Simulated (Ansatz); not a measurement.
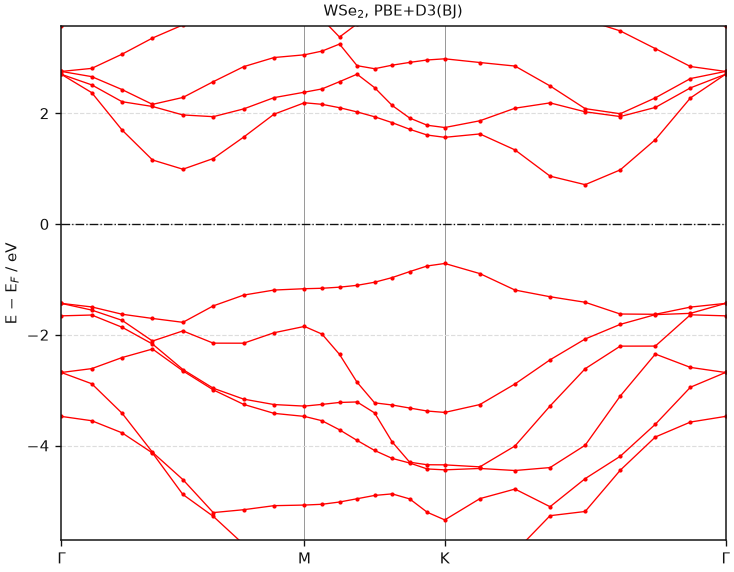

Band structure. Energies are counted from the Fermi level.

This input was run:

```
crystal:
  lattice:
    - [3.1541000303, 0.0, 0.0]
    - [-1.5770500151, 2.7315307523, 0.0]
    - [0.0, 0.0, 32.7374894635]
  atoms:
    - { symbol: Se, position: [0.3333333333, 0.6666666667, 0.4485393955] }
    - { symbol: W, position: [0.6666666667, 0.3333333333, 0.5] }
    - { symbol: Se, position: [0.3333333333, 0.6666666667, 0.5514606045] }
  periodic: [true, true, false]
basis:
  ecutwfc: 420
kpoints:
  mp_grid: { grid: [12, 12, 1] }
  band_path:
    path:
      - [0, 0, 0]
      - [0.5, 0, 0]
      - [0.3333333333333, 0.3333333333333, 0]
      - [0, 0, 0]
    npoints: 8
hamiltonian:
  xc: pbe
  dispersion: d3bj
scf:
  occupations: { method: gaussian, width: 0.02 }
output:
  forces: true
  stress: true
  eigenvalues: true
  write_density: true
  write_potential: true
  elf: true
  volumetric_format: npy
relax:
  adjacent_minimum: "off"
  f_tol: 0.01
  max_steps: 40
```

Launched with:
```bash
ansatz run input.yaml --threads 2 --pin off --max-ram 5120MiB --backend cpu --events-out ev --progress --plain --runs-dir out
```

**Metal, semiconductor or insulator, and what is the gap?**

The material is gapped. The gap along this path is 1.42 eV and indirect, from the valence-band top at K to the conduction-band bottom between K and Γ; the smallest direct gap is 2.12 eV, between K and Γ.

**What are the direct gaps at K, M and Γ?**

The direct gaps are 2.28 eV at K, 3.36 eV at M and 4.14 eV at Γ.

**How much do the top valence band and the lowest conduction band disperse along the path?**

The top valence band spans 1.1 eV and the lowest conduction band 2.0 eV.

Spin-orbit coupling is left out, which matters for W.
